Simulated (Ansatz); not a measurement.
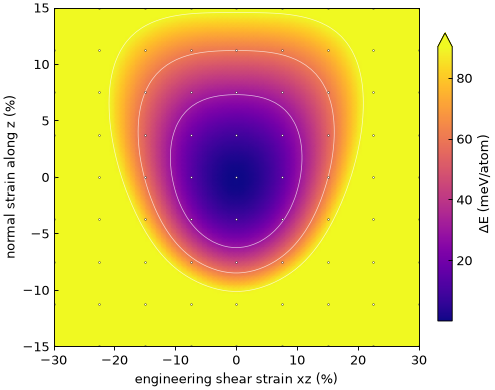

Ga (Cmce, No. 64; 4 atoms in the cell). The energy is mapped over two homogeneous strains (x along [1 0 0], y along [0 1 0], z along [0 0 1] of the conventional cell). Coordinates scanned: (1) engineering shear strain xz; (2) normal strain along z. Nothing is relaxed (fractional coordinates fixed). The scan uses a 9 × 9 grid; 45 points were computed and 36 follow by symmetry. Points are written as (first, second). Energies: meV/atom, counted from the lowest grid point. These are results of Ansatz 0.2.0, DFT LDA, scalar-relativistic, plane waves, PAW, not measurements. Settings: cutoff 420 eV, k-mesh 10×10×10, gaussian smearing 0.15 eV, no spin polarisation.

In the figure: a smooth colour map with a few white contour lines, dots at the grid points, one colour for all values above the top of the scale. Between grid points the surface is interpolated.

### Where is the minimum, and how stiff is the crystal against these two strains (in GPa)?

The interpolated minimum is at 0.0 % and −0.2 %. Divided by the cell volume of 73.4 Å³, the second derivatives of the energy there are about 47 GPa along the first strain and 121 GPa along the second, with a cross term of about 0 GPa (clamped ions). Round the minimum the two coordinates are nearly uncoupled.
